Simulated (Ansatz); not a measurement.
**Single-point calculation of ZnS (part 2 of 2)**

Continued. System: ZnS (slab, 24 atoms in the cell). Method: DFT PBE+D3(BJ), scalar-relativistic, plane waves, PAW, no spin polarisation (Ansatz 0.2.0); cutoff 420 eV, 3×3×1 k-mesh, Gaussian smearing of 0.05 eV. The structure derives from an entry of the Crystallography Open Database. It belongs to a series of runs on one base structure; here: the slab at its places in the relaxed adsorbed structure.

Geometry of the input (Å; fractional positions):
```
7.6017  0.0000  0.0000
-3.8008  6.5833  0.0000
0.0000  0.0000  25.3758
S  0.5000  0.0000  0.3153
S  0.5000  0.5000  0.3153
S  0.0000  0.0000  0.3153
S  0.0000  0.5000  0.3153
Zn 0.1667  0.8333  0.3458
Zn 0.1667  0.3333  0.3458
Zn 0.6667  0.8333  0.3458
Zn 0.6667  0.3333  0.3458
S  0.6667  0.8333  0.4376
S  0.6667  0.3333  0.4376
S  0.1667  0.8333  0.4376
S  0.1667  0.3333  0.4376
Zn 0.3336  0.6668  0.4616
Zn 0.3333  0.1667  0.4611
Zn 0.8332  0.6668  0.4616
Zn 0.8332  0.1664  0.4616
S  0.8399  0.6602  0.5742
S  0.8398  0.1796  0.5742
S  0.3204  0.6601  0.5742
S  0.3333  0.1667  0.5565
Zn 0.5040  0.5078  0.5673
Zn 0.5038  -0.0040  0.5673
Zn 0.0000  0.5000  0.5326
Zn -0.0078  -0.0038  0.5673
```

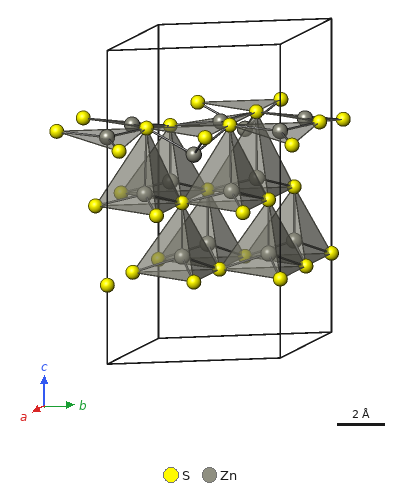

Fig. 1: The structure (polyhedral view of the cell of the calculation, with the vacuum cut short, seen slightly off an axis; polyhedra are completed across the faces of the cell). An atom can appear more than once, as a periodic image.

**The program's output, continued**
```
SCF iter   1: F=—  HF=-50672.027737 eV  |F-HF|=—  |Δ(HF+E_count)|=         —  Δρ=2.04e-3  dr2=4.54e-1  ethr=1.77e-3  p=0.949 e·Å  D=1.35e-1 V/Å  ΔV_dip=-3.43 eV  dr2_dipole=1.22e-1  V_vac-E_F(+/−)=3.18/6.61 eV  ⟨swp⟩=10.0  Hψ=2063  notcnv=0  defer=31
efield: sawtooth ramp at fractional position 0.9247 (placed from the atoms, in the widest stretch of the axis that holds none; the zero of the levels goes with the place), width 0.0400; the density the first Hamiltonian is built on has a dipole p = 0.949 e·Å; the dipole correction subtracts the counter field D = 1.35e-1 V/Å, which shifts the + side's vacuum level by -3.43 eV against the − side's; the planar-averaged density in the ramp window peaks in size at 7.5e-6 e/Å³
preconditioner: auto → LDOS  [metal: Δε(μ)=0.000 eV  Ē_g=10.004 eV  σ=0.050 eV  W_gap=0.00  n_scr=190 (ndim 8)  ℏωp=15.3 eV  f_vac=0.609  D(μ)=5.02/eV (n_scr^D=6)  β→1.0]
SCF iter   2: F=—  HF=-50672.028219 eV  |F-HF|=—  |Δ(HF+E_count)|=   4.83e-4  Δρ=1.78e-3  dr2=1.63e-1  ethr=2.10e-4  p=1.062 e·Å  D=1.51e-1 V/Å  ΔV_dip=-3.84 eV  dr2_dipole=3.22e-2  V_vac-E_F(+/−)=3.01/6.85 eV  ⟨swp⟩=2.7  Hψ=707  notcnv=0  defer=51
SCF iter   3: F=—  HF=-50672.005128 eV  |F-HF|=—  |Δ(HF+E_count)|=   2.31e-2  Δρ=9.12e-4  dr2=3.20e-2  ethr=7.53e-5  p=1.023 e·Å  D=1.46e-1 V/Å  ΔV_dip=-3.70 eV  dr2_dipole=7.17e-3  V_vac-E_F(+/−)=3.01/6.71 eV  ⟨swp⟩=2.0  Hψ=666  notcnv=0  defer=51
SCF iter   4: F=—  HF=-50672.000505 eV  |F-HF|=—  |Δ(HF+E_count)|=   4.62e-3  Δρ=3.03e-4  dr2=3.84e-3  ethr=1.48e-5  p=1.021 e·Å  D=1.46e-1 V/Å  ΔV_dip=-3.69 eV  dr2_dipole=1.18e-3  V_vac-E_F(+/−)=3.01/6.70 eV  ⟨swp⟩=2.0  Hψ=633  notcnv=0  defer=51
SCF iter   5: F=—  HF=-50672.000229 eV  |F-HF|=—  |Δ(HF+E_count)|=   2.76e-4  Δρ=1.85e-4  dr2=6.73e-4  ethr=1.78e-6  p=1.018 e·Å  D=1.45e-1 V/Å  ΔV_dip=-3.68 eV  dr2_dipole=1.79e-6  V_vac-E_F(+/−)=3.01/6.69 eV  ⟨swp⟩=2.0  Hψ=705  notcnv=0  defer=51
SCF iter   6: F=—  HF=-50672.000260 eV  |F-HF|=—  |Δ(HF+E_count)|=   3.10e-5  Δρ=1.06e-4  dr2=6.28e-4  ethr=3.12e-7  p=1.019 e·Å  D=1.45e-1 V/Å  ΔV_dip=-3.68 eV  dr2_dipole=1.37e-5  V_vac-E_F(+/−)=3.01/6.69 eV  ⟨swp⟩=2.0  Hψ=630  notcnv=0  defer=51
SCF iter   7: F=—  HF=-50672.000231 eV  |F-HF|=—  |Δ(HF+E_count)|=   2.95e-5  Δρ=7.13e-5  dr2=2.23e-4  ethr=2.91e-7  p=1.019 e·Å  D=1.45e-1 V/Å  ΔV_dip=-3.69 eV  dr2_dipole=3.53e-5  V_vac-E_F(+/−)=3.01/6.69 eV  ⟨swp⟩=2.0  Hψ=443  notcnv=0  defer=51
SCF iter   8: F=—  HF=-50672.000224 eV  |F-HF|=—  |Δ(HF+E_count)|=   6.55e-6  Δρ=5.33e-5  dr2=1.26e-4  ethr=1.03e-7  p=1.018 e·Å  D=1.45e-1 V/Å  ΔV_dip=-3.68 eV  dr2_dipole=1.06e-5  V_vac-E_F(+/−)=3.01/6.69 eV  ⟨swp⟩=2.0  Hψ=564  notcnv=0  defer=51
SCF iter   9: F=—  HF=-50672.000203 eV  |F-HF|=—  |Δ(HF+E_count)|=   2.07e-5  Δρ=3.44e-5  dr2=3.98e-5  ethr=5.81e-8  p=1.017 e·Å  D=1.45e-1 V/Å  ΔV_dip=-3.68 eV  dr2_dipole=6.17e-7  V_vac-E_F(+/−)=3.02/6.69 eV  ⟨swp⟩=2.0  Hψ=581  notcnv=0  defer=51
SCF iter  10: F=—  HF=-50671.999867 eV  |F-HF|=—  |Δ(HF+E_count)|=   3.36e-4  Δρ=2.18e-5  dr2=2.44e-5  ethr=1.84e-8  p=1.016 e·Å  D=1.45e-1 V/Å  ΔV_dip=-3.67 eV  dr2_dipole=3.48e-6  V_vac-E_F(+/−)=3.02/6.69 eV  ⟨swp⟩=2.0  Hψ=561  notcnv=0  defer=51
SCF iter  11: F=—  HF=-50671.999867 eV  |F-HF|=—  |Δ(HF+E_count)|=   7.07e-7  Δρ=1.40e-5  dr2=5.34e-6  ethr=1.13e-8  p=1.016 e·Å  D=1.45e-1 V/Å  ΔV_dip=-3.67 eV  dr2_dipole=4.91e-7  V_vac-E_F(+/−)=3.02/6.69 eV  ⟨swp⟩=2.0  Hψ=609  notcnv=0  defer=51
SCF iter  12: F=—  HF=-50671.999866 eV  |F-HF|=—  |Δ(HF+E_count)|=   7.57e-7  Δρ=6.43e-6  dr2=1.49e-6  ethr=2.47e-9  p=1.016 e·Å  D=1.45e-1 V/Å  ΔV_dip=-3.67 eV  dr2_dipole=1.18e-7  V_vac-E_F(+/−)=3.02/6.69 eV  ⟨swp⟩=2.0  Hψ=626  notcnv=0  defer=51
SCF iter  13: F=—  HF=-50671.999866 eV  |F-HF|=—  |Δ(HF+E_count)|=   1.15e-8  Δρ=4.47e-6  dr2=5.02e-7  ethr=6.89e-10  p=1.016 e·Å  D=1.45e-1 V/Å  ΔV_dip=-3.67 eV  dr2_dipole=5.01e-8  V_vac-E_F(+/−)=3.02/6.69 eV  ⟨swp⟩=2.0  Hψ=602  notcnv=0  defer=51
SCF iter  14: F=—  HF=-50671.999866 eV  |F-HF|=—  |Δ(HF+E_count)|=   2.32e-7  Δρ=2.76e-6  dr2=1.98e-7  ethr=2.32e-10  p=1.016 e·Å  D=1.45e-1 V/Å  ΔV_dip=-3.67 eV  dr2_dipole=2.16e-8  V_vac-E_F(+/−)=3.02/6.69 eV  ⟨swp⟩=2.0  Hψ=627  notcnv=0  defer=51
SCF iter  15: F=-50671.999866 eV  HF=-50671.999866 eV  |F-HF|=1.13e-7  |Δ(HF+E_count)|=  2.18e-10  Δρ=1.81e-6  dr2=4.71e-8  ethr=4.63e-11  p=1.016 e·Å  D=1.45e-1 V/Å  ΔV_dip=-3.67 eV  dr2_dipole=1.33e-10  V_vac-E_F(+/−)=3.02/6.69 eV  ⟨swp⟩=19.7  Hψ=2549  notcnv=0
SCF 1 converged in 15 iterations: F = -50671.999866 eV  dr2 = 4.71e-8
  greatest PAW one-centre occupation: 0.985 electrons in one spin orbital (limit 2), on the Zn atom at site 21 (counted from 0), in its partial waves of l = 2
SCF converged after 15 iterations
Free energy (F): -50671.999866 eV
Harris-Foulkes:  -50671.999866 eV  (|F-HF|=1.13e-7)
Internal energy: -50671.986606 eV  (E = F + TS)
E sigma→0 (E₀):  -50671.993236 eV
Entropy (-TS):   -0.013260 eV (-0.553 meV/atom)
Fermi energy:    -0.353685 eV
Dipole field:    D = 0.144828 V/Å  (p = 1.016391 e·Å, saw-weighted, corrected)
Work function:   Φ+ = 3.0196 eV   Φ− = 6.6947 eV
Levels:          The Fermi level and band energies are counted from a zero that moves with the ramp; work functions are not
--- Per-component energies (eV) ---
  E_band       = -1614.949737
  E_kinetic    = 2855.357006
  E_local      = -184441.846340  (includes V_loc(G=0)·N_el)
  E_nonlocal   = 7704.622511
  E_hartree    = 89376.030872
  E_xc         = -2811.547713
  E_vxc        = -1672.310021  (∫ρ·V_xc dr)
  E_paw        = -29130.695147  (= ΣΔE_a)
  E_vpaw       = -4808.364887  (= ΣTr[D̂ρ^β])
  E_aug_tail   = -0.004358  (compensation charges beyond the density's cutoff)
  E_efield     = 0.073601  (sawtooth field / dipole correction)
  E_vefield    = -4.450001  (∫n·V_field dr)
  E_ewald      = 65782.076789
  E_disp       = -6.053826  (pairwise vdW)
  E_smearing   = -0.013260  (= −TS)
  E_closure    = -0.000000  (closes the sum)
  Σ components = -50671.999866   (vs F -50671.999866, Δ=0.00e0)
--- Forces (eV/Å), atoms counted from 1 ---
  atom   1  S     -0.00977790     0.00567133     0.63934319
  atom   2  S     -0.00002256    -0.01130357     0.63934319
  atom   3  S      0.00980046     0.00563225     0.63934319
  atom   4  S     -0.00000000     0.00000000     0.54424777
  atom   5  Zn     0.00000547    -0.06336041    -1.41513286
  atom   6  Zn    -0.05487446     0.03167546    -1.41513286
  atom   7  Zn     0.00000000     0.00000000    -1.41294774
  atom   8  Zn     0.05486898     0.03168494    -1.41513286
  atom   9  S     -0.00000000     0.00000000     1.02873023
  atom  10  S      0.03824627     0.02231977     0.72800907
  atom  11  S      0.00020636    -0.04428212     0.72800907
  atom  12  S     -0.03845262     0.02196235     0.72800907
  atom  13  Zn     0.01659072     0.00958584     0.01916825
  atom  14  Zn     0.00000000     0.00000000    -0.10121889
  atom  15  Zn    -0.01659694     0.00957506     0.01916825
  atom  16  Zn     0.00000622    -0.01916090     0.01916825
  atom  17  S      0.01373599    -0.00860192    -0.05134145
  atom  18  S      0.00058148     0.01619668    -0.05134145
  atom  19  S     -0.01431748    -0.00759476    -0.05134145
  atom  20  S     -0.00000000     0.00000000     0.22878150
  atom  21  Zn    -0.00010896     0.11687624    -0.02813240
  atom  22  Zn     0.10127227    -0.05834375    -0.02813240
  atom  23  Zn     0.00000000     0.00000000     0.03670831
  atom  24  Zn    -0.10116331    -0.05853248    -0.02813240
  max |Σ_I F_I| component: 4.26e-5 eV/Å
--- Band table (eV) ---
  k-point 0: bands = ["-15.9712", "-15.3124", "-15.2620", "-14.9907", "-14.9907", "-14.6541", "-14.6439", "-14.6439", "-12.4351", "-11.7668", "-11.7668", "-11.6911", "-9.7252", "-9.7252", "-9.6121", "-9.6121", "-9.4110", "-9.3696", "-9.3477", "-9.3477", "-9.3201", "-9.3201", "-9.2825", "-9.2007", "-9.1859", "-9.1859", "-9.1054", "-9.1054", "-9.0262", "-8.9827", "-8.9521", "-8.9521", "-8.9204", "-8.9204", "-8.8179", "-8.7664", "-8.7449", "-8.7449", "-8.7101", "-8.7101", "-8.6678", "-8.6222", "-8.5630", "-8.5630", "-8.5079", "-8.4991", "-8.4991", "-8.4970", "-8.4469", "-8.4469", "-8.3953", "-8.3953", "-7.9661", "-7.7832", "-7.7832", "-7.3965", "-7.3591", "-7.3591", "-7.2155", "-6.7264", "-6.7264", "-6.7201", "-6.7057", "-6.7057", "-6.6058", "-6.6058", "-6.6053", "-6.4894", "-6.4777", "-6.4777", "-6.3871", "-6.3871", "-6.3095", "-6.3095", "-6.3086", "-6.2106", "-6.1152", "-6.0980", "-6.0980", "-5.4745", "-5.4409", "-5.4409", "-5.1072", "-4.9929", "-4.9929", "-4.5059", "-4.4443", "-4.2721", "-4.2721", "-4.1887", "-4.1061", "-4.1061", "-3.5695", "-3.5652", "-3.5652", "-3.4097", "-3.4097", "-2.8883", "-2.8883", "-1.7995", "-1.5206", "-1.4963", "-1.4963", "-1.2620", "-1.2620", "-1.1460", "-0.7683", "-0.3104", "-0.3104", "-0.2931", "0.4950", "0.4950", "0.5475", "0.7475", "0.7475", "1.3120", "1.3120", "1.5226", "1.9072", "2.1024", "2.5205", "2.6264", "2.6264", "2.9241", "3.3701", "3.5741", "3.5741", "3.7478", "3.9767", "3.9767", "4.2221", "4.2221"]
  k-point 1: bands = ["-15.8308", "-15.3674", "-15.1489", "-15.1024", "-15.0005", "-14.8237", "-14.6520", "-14.6468", "-12.2798", "-11.9373", "-11.7710", "-11.7144", "-9.7537", "-9.6875", "-9.6592", "-9.5999", "-9.4657", "-9.3924", "-9.3852", "-9.3532", "-9.3172", "-9.3084", "-9.2402", "-9.2308", "-9.2133", "-9.1871", "-9.1010", "-9.0830", "-9.0708", "-8.9962", "-8.9662", "-8.9259", "-8.9037", "-8.9004", "-8.8440", "-8.8319", "-8.8006", "-8.7662", "-8.7355", "-8.7167", "-8.6499", "-8.6381", "-8.5999", "-8.5818", "-8.5269", "-8.5042", "-8.5006", "-8.4851", "-8.4500", "-8.4423", "-8.3787", "-8.3635", "-7.6170", "-7.5475", "-7.2651", "-7.1602", "-7.1045", "-7.0367", "-6.8270", "-6.7167", "-6.6876", "-6.6812", "-6.6756", "-6.6234", "-6.6149", "-6.5847", "-6.5821", "-6.4731", "-6.4505", "-6.4322", "-6.4291", "-6.3822", "-6.3739", "-6.3730", "-6.3444", "-6.1991", "-6.1597", "-6.1583", "-6.0368", "-5.7132", "-5.6530", "-5.3350", "-5.2329", "-5.2143", "-4.8802", "-4.8471", "-4.7455", "-4.6438", "-4.4411", "-4.3098", "-4.2777", "-4.2506", "-4.0780", "-3.9173", "-3.7883", "-3.3185", "-3.2958", "-3.2278", "-3.1062", "-2.2002", "-2.1704", "-1.6985", "-1.3553", "-1.2611", "-1.2387", "-1.1499", "-1.0748", "-0.6480", "-0.3126", "0.5007", "0.8173", "0.9948", "1.1133", "1.3307", "1.4322", "1.5335", "1.9080", "1.9778", "2.3856", "2.6467", "2.8982", "3.0110", "3.2025", "3.4170", "3.4775", "3.6157", "3.6891", "3.7348", "3.9921", "4.1091", "4.2894", "4.3387"]
  k-point 2: bands = ["-15.7243", "-15.3357", "-15.3289", "-14.9498", "-14.9235", "-14.9065", "-14.8948", "-14.5598", "-12.0480", "-12.0473", "-11.9818", "-11.6465", "-9.7246", "-9.7142", "-9.7019", "-9.5941", "-9.4573", "-9.4020", "-9.3988", "-9.3658", "-9.3227", "-9.2756", "-9.2674", "-9.2293", "-9.2031", "-9.1945", "-9.0991", "-9.0971", "-9.0357", "-9.0339", "-8.9711", "-8.9707", "-8.9005", "-8.8885", "-8.8300", "-8.8195", "-8.8134", "-8.7420", "-8.7349", "-8.6827", "-8.6723", "-8.6489", "-8.6137", "-8.5760", "-8.5657", "-8.5040", "-8.4957", "-8.4865", "-8.4522", "-8.4487", "-8.4451", "-8.2076", "-7.6880", "-7.3307", "-7.0955", "-7.0088", "-7.0064", "-6.7433", "-6.6901", "-6.6687", "-6.6588", "-6.6313", "-6.6307", "-6.6172", "-6.5669", "-6.5383", "-6.4952", "-6.4765", "-6.4731", "-6.4717", "-6.3806", "-6.3748", "-6.3659", "-6.3475", "-6.2998", "-6.2937", "-6.1684", "-6.0414", "-5.9780", "-5.9180", "-5.8048", "-5.5532", "-5.2164", "-5.1942", "-5.0801", "-5.0752", "-4.9061", "-4.7052", "-4.5577", "-4.3880", "-4.2968", "-4.2578", "-4.1394", "-4.0466", "-4.0000", "-3.9535", "-3.1637", "-2.9792", "-2.7028", "-2.6625", "-2.6085", "-1.5179", "-1.5151", "-1.5006", "-1.2058", "-1.1763", "-1.1602", "-1.0656", "-0.0303", "1.0783", "1.1467", "1.1753", "1.4867", "1.5577", "1.6805", "1.9716", "2.0802", "2.2984", "2.7908", "2.9109", "3.1352", "3.2309", "3.4225", "3.4758", "3.5508", "3.5702", "3.6739", "3.7478", "3.7893", "4.0303", "4.3272", "4.4592"]
```

**Results in brief**

| quantity | value |
| --- | --- |
| outcome | converged |
| electrons treated | 216 |
| free energy | −50671.9999 eV |
| work function, top face | 3.02 eV |
| work function, bottom face | 6.69 eV |
| Fermi energy | −0.354 eV |
| gap on the k-point mesh | none (metallic) |
| work function (upper face) | 3.02 eV |
| largest force (length of the vector) | 1.417 eV/Å |
| hardware | 4 threads of Arm Neoverse V1, 24 GiB of memory available, shared host |
| wall time | 24 s (CPU time 94 s) |
| peak memory | 2.4 GiB |
